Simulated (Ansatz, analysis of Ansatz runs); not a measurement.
# Neutral bond-centred H (muonium) in Ge: hyperfine coupling against experiment

How near does this set-up come to the measured hyperfine coupling? Subject: neutral bond-centred H (muonium) in Ge. Set-up: PBE, 64-site cell, PBE lattice, 350 eV, k: the single point 1/4 1/4 1/4 then 2x2x2 shifted 0.5 0.5 0.5. The model is a cell of 64 host atoms with 1 H put in. The isotropic coupling follows from the spin density at the nucleus, the nuclear g-factor and the total spin. This set-up takes another basis size than the usual one.

Measured beforehand: 1H (muon value / 3.1833) (muon value divided by the ratio of moments 3.1833; muon (Mu, light H isotope)), printed as -96.5 MHz: -30.31 MHz, by muon spin resonance (leading '2' in as_printed is a garbled minus sign) (quoted in “Muonium as a hydrogen analogue in silicon and germanium: Quantum effects and hyperfine parameters”, 1999, A. R. Porter, M. D. Towler, and R. J. Needs, quoting earlier work (1988)).

Program: Ansatz 0.2.0. Level of theory: plane-wave PAW DFT, PBE; relaxation of all atoms of a defect supercell. Results are calculated unless marked as measured.

## Step 1: Set-up

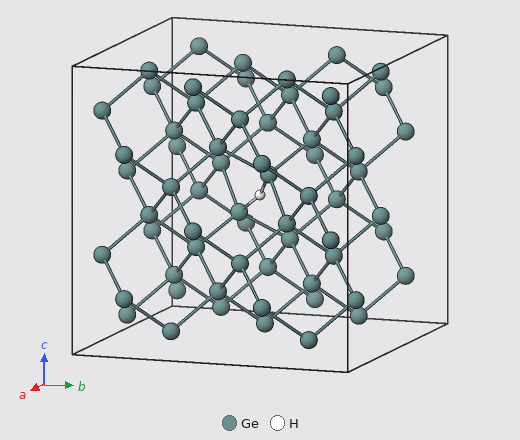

The cell as given, slightly off an axis (germanium teal, hydrogen white). Bonds to atoms that aren't drawn are left out.

The cell holds 65 atoms: 64 Ge and 1 H. Cell: a = 11.521 Å, b = 11.521 Å, c = 11.521 Å, α = 90.0°, β = 90.0°, γ = 90.0°. It derives from Ge (space group Fd-3m). Nearest the centre at fractional (0.302, 0.330, 0.305): H65 at 0.00 Å, Ge4 at 1.71 Å, Ge8 at 1.71 Å, Ge6 at 2.95 Å, Ge27 at 3.03 Å, Ge49 at 3.07 Å, Ge5 at 3.22 Å, Ge7 at 3.26 Å.

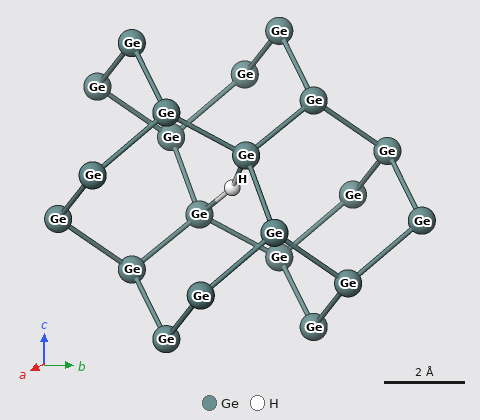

The atoms within 5 Å of the centre.

The host's primitive cell comes from a first run (plane-wave PAW DFT, PBE; relaxation of the host's cell and atoms): vectors of 4.073, 4.073 and 4.073 Å. That is 23.90 Å³ an atom, 5.6 % over the diffraction cell's volume. The supercell is built on it.

## Step 2: Relaxation, charge 0

Every later number rests on the structure around the defect, so the atoms are relaxed at the host's lattice first.

relax/input.yaml reads:

```yaml
relax:
  f_tol: 0.02
  max_steps: 80
  random_displacement: { amplitude: 0.02, seed: 930 }
crystal:
  lattice:
    - [11.521292, 0.0, 0.0]
    - [0.0, 11.521292, 0.0]
    - [0.0, 0.0, 11.521292]
  atoms:
    - { symbol: Ge, position: [0.0, 0.0, 0.25] }
    - { symbol: Ge, position: [0.0, 0.25, 0.0] }
    - { symbol: Ge, position: [0.25, 0.0, 0.0] }
    - { symbol: Ge, position: [0.227901784, 0.227901784, 0.227901784] }
    - { symbol: Ge, position: [0.125, 0.125, 0.375] }
    - { symbol: Ge, position: [0.125, 0.375, 0.125] }
    - { symbol: Ge, position: [0.375, 0.125, 0.125] }
    - { symbol: Ge, position: [0.397098216, 0.397098216, 0.397098216] }
    - { symbol: Ge, position: [0.0, 0.0, 0.75] }
    - { symbol: Ge, position: [0.0, 0.25, 0.5] }
    - { symbol: Ge, position: [0.25, 0.0, 0.5] }
    - { symbol: Ge, position: [0.25, 0.25, 0.75] }
    - { symbol: Ge, position: [0.125, 0.125, 0.875] }
    - { symbol: Ge, position: [0.125, 0.375, 0.625] }
    - { symbol: Ge, position: [0.375, 0.125, 0.625] }
    - { symbol: Ge, position: [0.375, 0.375, 0.875] }
    - { symbol: Ge, position: [0.0, 0.5, 0.25] }
    - { symbol: Ge, position: [0.0, 0.75, 0.0] }
    - { symbol: Ge, position: [0.25, 0.5, 0.0] }
    - { symbol: Ge, position: [0.25, 0.75, 0.25] }
    - { symbol: Ge, position: [0.125, 0.625, 0.375] }
    - { symbol: Ge, position: [0.125, 0.875, 0.125] }
    - { symbol: Ge, position: [0.375, 0.625, 0.125] }
    - { symbol: Ge, position: [0.375, 0.875, 0.375] }
    - { symbol: Ge, position: [0.0, 0.5, 0.75] }
    - { symbol: Ge, position: [0.0, 0.75, 0.5] }
    - { symbol: Ge, position: [0.25, 0.5, 0.5] }
    - { symbol: Ge, position: [0.25, 0.75, 0.75] }
    - { symbol: Ge, position: [0.125, 0.625, 0.875] }
    - { symbol: Ge, position: [0.125, 0.875, 0.625] }
    - { symbol: Ge, position: [0.375, 0.625, 0.625] }
    - { symbol: Ge, position: [0.375, 0.875, 0.875] }
    - { symbol: Ge, position: [0.5, 0.0, 0.25] }
    - { symbol: Ge, position: [0.5, 0.25, 0.0] }
    - { symbol: Ge, position: [0.75, 0.0, 0.0] }
    - { symbol: Ge, position: [0.75, 0.25, 0.25] }
    - { symbol: Ge, position: [0.625, 0.125, 0.375] }
    - { symbol: Ge, position: [0.625, 0.375, 0.125] }
    - { symbol: Ge, position: [0.875, 0.125, 0.125] }
    - { symbol: Ge, position: [0.875, 0.375, 0.375] }
    - { symbol: Ge, position: [0.5, 0.0, 0.75] }
    - { symbol: Ge, position: [0.5, 0.25, 0.5] }
    - { symbol: Ge, position: [0.75, 0.0, 0.5] }
    - { symbol: Ge, position: [0.75, 0.25, 0.75] }
    - { symbol: Ge, position: [0.625, 0.125, 0.875] }
    - { symbol: Ge, position: [0.625, 0.375, 0.625] }
    - { symbol: Ge, position: [0.875, 0.125, 0.625] }
    - { symbol: Ge, position: [0.875, 0.375, 0.875] }
    - { symbol: Ge, position: [0.5, 0.5, 0.25] }
    - { symbol: Ge, position: [0.5, 0.75, 0.0] }
    - { symbol: Ge, position: [0.75, 0.5, 0.0] }
    - { symbol: Ge, position: [0.75, 0.75, 0.25] }
    - { symbol: Ge, position: [0.625, 0.625, 0.375] }
    - { symbol: Ge, position: [0.625, 0.875, 0.125] }
    - { symbol: Ge, position: [0.875, 0.625, 0.125] }
    - { symbol: Ge, position: [0.875, 0.875, 0.375] }
    - { symbol: Ge, position: [0.5, 0.5, 0.75] }
    - { symbol: Ge, position: [0.5, 0.75, 0.5] }
    - { symbol: Ge, position: [0.75, 0.5, 0.5] }
    - { symbol: Ge, position: [0.75, 0.75, 0.75] }
    - { symbol: Ge, position: [0.625, 0.625, 0.875] }
    - { symbol: Ge, position: [0.625, 0.875, 0.625] }
    - { symbol: Ge, position: [0.875, 0.625, 0.625] }
    - { symbol: Ge, position: [0.875, 0.875, 0.875] }
    - { symbol: H, position: [0.301619, 0.330401, 0.30548] }
basis:
  ecutwfc: 350
  xc_grid: 2
hamiltonian:
  xc: pbe
kpoints:
  mp_grid: { grid: [1, 1, 1], shift: [0.25, 0.25, 0.25] }
magnetization:
  spin_polarized: true
  initial_magnetization: 1
  spin_locking: { lock_magnetization: hard }
scf:
  occupations: { method: fermi_dirac, width: 0.01 }
  max_iter: 120
output:
  forces: true
checkpoint:
  write: "../relax.run"
  compress: false
  write_wavefunctions: true
  write_every: 100000
```

Launch:

```console
$ ansatz run input.yaml --threads 8 --pin off --max-ram 14131MiB --backend cpu --events-out ev --progress --plain --runs-dir out
```

Numbers of over 12 decimals in the logs are rounded to 6 here.

What it wrote:

```text
[... repeated set-up lines and file paths are left out, and long positions are rounded to six places ...]
Warning: basis.ecutwfc = 350 eV is below the records' recommended 420 eV, and the density's cutoff is lower with it unless basis.ecutrho_ratio is high enough to keep the records' density cutoff: compare with a run at a higher cutoff
Engine: ansatz 0.2.0, aarch64-unknown-linux-gnu
Pseudopotentials: kind: paw
Pseudopotential: Ge, paw, valence charge 14, recommended cutoff 420 eV (normal), Ge.paw.azcp
Pseudopotential: H, paw, valence charge 1, recommended cutoff 420 eV (normal), H.paw.azcp
Functional definition: PBE
  parameter kappa = 0.804
  parameter beta = 0.066725
  exchange = pbe_x(kappa = kappa, mu = beta*pi^2/3)
  correlation = pbe_c(beta = beta)
Crystal: 65 atoms, lattice volume = 1529.338 Å³
Basis set: ecut = 350 eV, 22743 PW (Γ), exchange–correlation on 144×144×144 points (8 copies of the dense FFT grid, shifted against one another)
Bands: 539, of which v1, the nominal top of the filled ones, is band 449 counted from 1 (448 counted from 0)
Symmetry: 1 space group operations
k-points: 1
Non-local potential: Ge, projectors of the file, l = 0: 2, l = 1: 2, l = 2: 3, l = 3: 1
Non-local potential: H, projectors of the file, l = 0: 2, l = 1: 1
PAW form: soft (Blöchl's): semilocal exchange-correlation on the pseudo side does not see the compensation charge
PAW one-centre angular grid: Ge, 590 points (default); XC on 64 Gauss nodes
PAW one-centre angular grid: H, 110 points (default); XC on 64 Gauss nodes
Initial density: superposition of atomic densities (chi_scale 0.1, normalization cell)
Starting moments: Σ|m| = 1 μB on 65 of 65 sites
Initial wavefunctions: pseudopotential atomic-orbital guess
Functional: x = pbe(κ = 0.804, μ = 0.219515), c = pbe(β = 0.066725)
iter 1 solved again at ethr=1.58e-3 eV; its pass at ethr=3.10e-3 eV (dr2=1.42e1 eV) is discarded
SCF iter   1: F=—  HF=-274893.782380 eV  |F-HF|=—  |Δ(HF+E_count)|=         —  Δρ=1.68e-2 (↑1.61e-2 ↓1.68e-2)  dr2=1.42e1  dr2_m=3.54e-2  M=1.000 μB ∫|m|=1.037 μB  β_m=0.30  ethr=1.58e-3  ⟨swp⟩=3.0  Hψ=4830  notcnv=0
preconditioner: auto → Resta (q_TF=auto, 2.496 Å⁻¹)  ε∞=2.6  [insulator: Δε(μ)=0.418 eV  Ē_g=22.143 eV  σ=0.010 eV  W_gap=1.00  n_scr=388 (ndim 8)  ℏωp=28.4 eV  f_vac=0.002  D(μ)=0.00/eV (n_scr^D=0)  ε∞_Penn≈2.6]
spin=Collinear: Resta preconditioning applied to the charge; magnetization (m = ρ↑ − ρ↓) channel mixes plain (no charge-response kernel on spin).
SCF iter   2: F=—  HF=-274893.114856 eV  |F-HF|=—  |Δ(HF+E_count)|=   6.68e-1  Δρ=1.27e-2 (↑1.21e-2 ↓1.27e-2)  dr2=8.23e0  dr2_m=1.81e-2  M=1.000 μB ∫|m|=1.055 μB  β_m=0.65  ethr=1.58e-3  ⟨swp⟩=1.0  Hψ=1078  notcnv=0
SCF iter   3: F=—  HF=-274892.368958 eV  |F-HF|=—  |Δ(HF+E_count)|=   7.46e-1  Δρ=1.43e-3 (↑1.40e-3 ↓1.43e-3)  dr2=6.04e-1  dr2_m=7.51e-5  M=1.000 μB ∫|m|=1.158 μB  β_m=0.56  ethr=9.18e-4  ⟨swp⟩=2.5  Hψ=1516  notcnv=0
SCF iter   4: F=—  HF=-274892.288068 eV  |F-HF|=—  |Δ(HF+E_count)|=   8.09e-2  Δρ=7.57e-4 (↑7.42e-4 ↓7.57e-4)  dr2=5.51e-2  dr2_m=1.19e-4  M=1.000 μB ∫|m|=1.167 μB  β_m=0.65  ethr=6.74e-5  ⟨swp⟩=2.0  Hψ=2148  notcnv=0  defer=170
SCF iter   5: F=—  HF=-274892.319952 eV  |F-HF|=—  |Δ(HF+E_count)|=   3.19e-2  Δρ=3.95e-4 (↑3.95e-4 ↓3.76e-4)  dr2=1.36e-2  dr2_m=1.58e-5  M=1.000 μB ∫|m|=1.171 μB  β_m=0.71  ethr=6.15e-6  ⟨swp⟩=4.0  Hψ=1775  notcnv=0  defer=170
SCF iter   6: F=—  HF=-274892.334414 eV  |F-HF|=—  |Δ(HF+E_count)|=   1.45e-2  Δρ=9.04e-5 (↑9.04e-5 ↓8.88e-5)  dr2=7.11e-4  dr2_m=9.46e-8  M=1.000 μB ∫|m|=1.173 μB  β_m=0.81  ethr=1.52e-6  ⟨swp⟩=3.0  Hψ=1945  notcnv=0  defer=170
SCF iter   7: F=—  HF=-274892.336822 eV  |F-HF|=—  |Δ(HF+E_count)|=   2.41e-3  Δρ=2.12e-5 (↑2.12e-5 ↓2.06e-5)  dr2=9.63e-5  dr2_m=4.96e-8  M=1.000 μB ∫|m|=1.174 μB  β_m=0.75  ethr=7.93e-8  ⟨swp⟩=2.0  Hψ=1346  notcnv=0  defer=170
SCF iter   8: F=—  HF=-274892.336874 eV  |F-HF|=—  |Δ(HF+E_count)|=   5.20e-5  Δρ=1.09e-5 (↑1.09e-5 ↓1.07e-5)  dr2=2.45e-5  dr2_m=2.67e-8  M=1.000 μB ∫|m|=1.174 μB  β_m=0.73  ethr=1.07e-8  ⟨swp⟩=2.0  Hψ=1665  notcnv=0  defer=170
SCF iter   9: F=-274892.336894 eV  HF=-274892.336892 eV  |F-HF|=1.91e-6  |Δ(HF+E_count)|=   1.87e-5  Δρ=4.81e-6 (↑4.81e-6 ↓4.77e-6)  dr2=1.11e-6  dr2_m=2.83e-9  M=1.000 μB ∫|m|=1.173 μB  ethr=1.11e-9  ⟨swp⟩=3.0  Hψ=2158  notcnv=0
SCF 1 converged in 9 iterations: F = -274892.336894 eV  dr2 = 1.11e-6
  greatest PAW one-centre occupation: 0.998 electrons in one spin orbital (limit 2), on the Ge atom at site 3 (counted from 0), in its partial waves of l = 2
relax step   1: F+E_penalty+E_count = -274892.33689435 eV  Δ(F+E_penalty+E_count) = +0.000e0 eV  max|allowed force component| = 7.375e-1 eV/Å  Δτ_max = 0.0000 Å  (9 SCF iters, dr2 threshold 1.00e-5 eV, accepted)
[... the SCF cycles and remarks between the steps are left out from here to the last step ...]
relax step   2: F+E_penalty+E_count = -274892.68130516 eV  Δ(F+E_penalty+E_count) = -3.444e-1 eV  max|allowed force component| = 2.011e-1 eV/Å  Δτ_max = 0.1194 Å  (6 SCF iters, dr2 threshold 3.40e-5 eV, accepted)
relax step   3: F+E_penalty+E_count = -274892.69915856 eV  Δ(F+E_penalty+E_count) = -1.785e-2 eV  max|allowed force component| = 6.966e-2 eV/Å  Δτ_max = 0.0260 Å  (6 SCF iters, dr2 threshold 2.53e-6 eV, accepted)
relax step   4: F+E_penalty+E_count = -274892.70122502 eV  Δ(F+E_penalty+E_count) = -2.066e-3 eV  max|allowed force component| = 3.971e-2 eV/Å  Δτ_max = 0.0273 Å  (6 SCF iters, accepted)
SCF iter   1: F=—  HF=-274892.702747 eV  |F-HF|=—  |Δ(HF+E_count)|=         —  Δρ=4.09e-4 (↑3.70e-4 ↓4.09e-4)  dr2=5.19e-3  dr2_m=1.52e-5  M=1.000 μB ∫|m|=1.180 μB  β_m=0.30  ethr=5.63e-6  ⟨swp⟩=5.5  Hψ=3001  notcnv=0  defer=170
SCF iter   2: F=—  HF=-274892.702395 eV  |F-HF|=—  |Δ(HF+E_count)|=   3.51e-4  Δρ=2.96e-4 (↑2.69e-4 ↓2.96e-4)  dr2=2.70e-3  dr2_m=7.78e-6  M=1.000 μB ∫|m|=1.180 μB  β_m=0.65  ethr=5.78e-7  ⟨swp⟩=2.0  Hψ=1242  notcnv=0  defer=170
SCF iter   3: F=—  HF=-274892.702117 eV  |F-HF|=—  |Δ(HF+E_count)|=   2.78e-4  Δρ=2.61e-5 (↑2.58e-5 ↓2.61e-5)  dr2=3.23e-4  dr2_m=4.28e-8  M=1.000 μB ∫|m|=1.180 μB  β_m=0.55  ethr=3.01e-7  ⟨swp⟩=2.0  Hψ=1816  notcnv=0  defer=170
SCF iter   4: F=—  HF=-274892.702079 eV  |F-HF|=—  |Δ(HF+E_count)|=   3.78e-5  Δρ=1.20e-5 (↑1.10e-5 ↓1.20e-5)  dr2=1.15e-5  dr2_m=2.51e-8  M=1.000 μB ∫|m|=1.180 μB  β_m=0.64  ethr=3.60e-8  ⟨swp⟩=2.0  Hψ=1069  notcnv=0  defer=170
SCF iter   5: F=—  HF=-274892.702740 eV  |F-HF|=—  |Δ(HF+E_count)|=   6.60e-4  Δρ=4.40e-6 (↑4.09e-6 ↓4.40e-6)  dr2=1.64e-6  dr2_m=4.08e-9  M=1.000 μB ∫|m|=1.180 μB  β_m=0.67  ethr=1.28e-9  ⟨swp⟩=2.0  Hψ=1805  notcnv=0  defer=170
SCF iter   6: F=—  HF=-274892.702740 eV  |F-HF|=—  |Δ(HF+E_count)|=   5.04e-7  Δρ=1.42e-6 (↑1.40e-6 ↓1.42e-6)  dr2=1.58e-7  dr2_m=4.41e-10  M=1.000 μB ∫|m|=1.180 μB  β_m=0.75  ethr=1.83e-10  ⟨swp⟩=2.0  Hψ=1805  notcnv=0  defer=170
SCF iter   7: F=-274892.702740 eV  HF=-274892.702740 eV  |F-HF|=1.39e-8  |Δ(HF+E_count)|=   1.50e-7  Δρ=4.72e-7 (↑4.72e-7 ↓4.67e-7)  dr2=2.09e-8  dr2_m=3.42e-11  M=1.000 μB ∫|m|=1.180 μB  ethr=1.11e-11  ⟨swp⟩=3.0  Hψ=2559  notcnv=0
SCF 5 converged in 7 iterations: F = -274892.702740 eV  dr2 = 2.09e-8
relax step   5: F+E_penalty+E_count = -274892.70274039 eV  Δ(F+E_penalty+E_count) = -1.515e-3 eV  max|allowed force component| = 1.103e-2 eV/Å  Δτ_max = 0.0678 Å  (7 SCF iters, accepted)
NSCF: frozen V_eff on 1 k-points
the band table was solved once a step of the walk had ended and its energy, with any forces and stress, was formed, with the checks that follow a solve (3297 applications of the Hamiltonian). They found nothing against the state; [...]
SCF converged after 7 iterations
Stability checked in part: among states of this total moment the steps that led to this state did not find it unstable. No probe was made; neither looks for a lower state of another moment (fixed_total_moment; see scf.lower_state_search)
Magnetization: 1.0000 μB (449.0000 up, 448.0000 down)
Absolute magnetization: 1.1398 μB (∫|ρ↑−ρ↓|, with the PAW one-centre terms)
Spin contamination: 0.0006 ħ² per cell (⟨S²⟩ above its minimum at these occupations)
Per-site moments (μB) at R_I (Å): [(0.00739117, 1.021400), (0.00740202, 1.021101), (0.00738942, 1.021481), [... 62 left out ...]
Free energy (F): -274892.702740 eV
Harris-Foulkes:  -274892.702740 eV  (|F-HF|=1.39e-8)
Internal energy: -274892.702740 eV  (E = F + TS)
E sigma→0 (E₀):  -274892.702740 eV
Fermi energy:    7.918447 (↑ 8.196785, ↓ 7.747604) eV
--- Per-component energies (eV) ---
  E_band       = -10092.910483
  E_kinetic    = 7113.570784
  E_local      = -160801.410969  (includes V_loc(G=0)·N_el)
  E_nonlocal   = 26791.298543
  E_hartree    = 70486.292433
  E_xc         = -4830.797433
  E_vxc        = -4126.278525  (∫ρ·V_xc dr)
  E_paw        = -129276.236418  (= ΣΔE_a)
  E_vpaw       = -20042.822942  (= ΣTr[D̂ρ^β])
  E_aug_tail   = 0.145114  (compensation charges beyond the density's cutoff)
  E_ewald      = -84375.564793
  E_smearing   = -0.000000  (= −TS)
  E_closure    = -0.000000  (closes the sum)
  Σ components = -274892.702740   (vs F -274892.702740, Δ=0.00e0)
--- Forces (eV/Å), atoms counted from 1 ---
  atom   1  Ge    -0.00781617     0.00371592    -0.00285478
  atom   2  Ge    -0.00387289     0.00012464    -0.00004610
  [... 1 atom left out ...]
  atom   4  Ge    -0.00521349    -0.00503004    -0.00303077
  atom   5  Ge    -0.00041656    -0.00032564     0.00240810
  atom   6  Ge     0.00073246     0.00088328    -0.00108830
  atom   7  Ge     0.00356557     0.00002418    -0.00002856
  atom   8  Ge     0.00142103     0.00193790     0.00013612
  [... 12 atoms left out ...]
  atom  21  Ge    -0.00307533     0.00165792    -0.00371767
  [... 5 atoms left out ...]
  atom  27  Ge     0.00869930     0.00023056     0.00258709
  [... 14 atoms left out ...]
  atom  42  Ge    -0.00070587     0.00695353     0.00072981
  [... 6 atoms left out ...]
  atom  49  Ge     0.00314378     0.00046102     0.00833617
  [... 15 atoms left out ...]
  atom  65  H     -0.00195844    -0.01102970    -0.00418071
  max |Σ_I F_I| component: 2.25e-5 eV/Å
--- Band table (eV) ---
  k-point 0 ↑: bands = ["-17.2151", "-17.1810", "-17.1270", "-17.1270", [... 531 left out ...] "12.8422", "12.8851", "12.8854", "12.8972"]
  k-point 0 ↓: bands = ["-17.2081", "-17.1739", "-17.1221", "-17.1221", [... 531 left out ...] "12.8617", "12.9041", "12.9044", "12.9171"]
--- Relaxed structure (5 steps of the walk, 5 accepted, 0 SCFs on fresh bases) ---
  F+E_penalty+E_count = -274892.70274039 eV   max|allowed force component| = 1.103e-2 eV/Å
  atoms:
    - { symbol: Ge, position: [-0.003152, -0.002740, 0.247990] }
    - { symbol: Ge, position: [-0.003235, 0.248544, -0.003420] }
    [... 1 atom left out ...]
    - { symbol: Ge, position: [0.227991, 0.228450, 0.227806] }
    - { symbol: Ge, position: [0.119711, 0.120109, 0.377326] }
    - { symbol: Ge, position: [0.119523, 0.377838, 0.119441] }
    - { symbol: Ge, position: [0.377516, 0.120144, 0.119535] }
    - { symbol: Ge, position: [0.397276, 0.397728, 0.397210] }
    [... 12 atoms left out ...]
    - { symbol: Ge, position: [0.125116, 0.626487, 0.374357] }
    [... 5 atoms left out ...]
    - { symbol: Ge, position: [0.247411, 0.505833, 0.505287] }
    [... 14 atoms left out ...]
    - { symbol: Ge, position: [0.505314, 0.247749, 0.505146] }
    [... 6 atoms left out ...]
    - { symbol: Ge, position: [0.505302, 0.505794, 0.247285] }
    [... 15 atoms left out ...]
    - { symbol: H, position: [0.311842, 0.314202, 0.312193] }
```

The job ended after 3.3 min (8 threads of Arm Neoverse V2, shared host; peak memory 6.6 GiB; 25 min of CPU time).

(Part 1 of 2 ends here.)

[Logs are printed without paths, hosts, clocks, repeated set-up lines and the standing remarks that a program may print on its own settings, such as how far it seeks lower states.]

[Hosts, paths, dates, database ids (printed as entryN), source tags and the programs' standing remarks are cut or masked in the printed files.]

[For some hosts the program warned that the k-mesh of the response run may be too coarse for force constants and the static dielectric constant; such warnings are not shown here.]
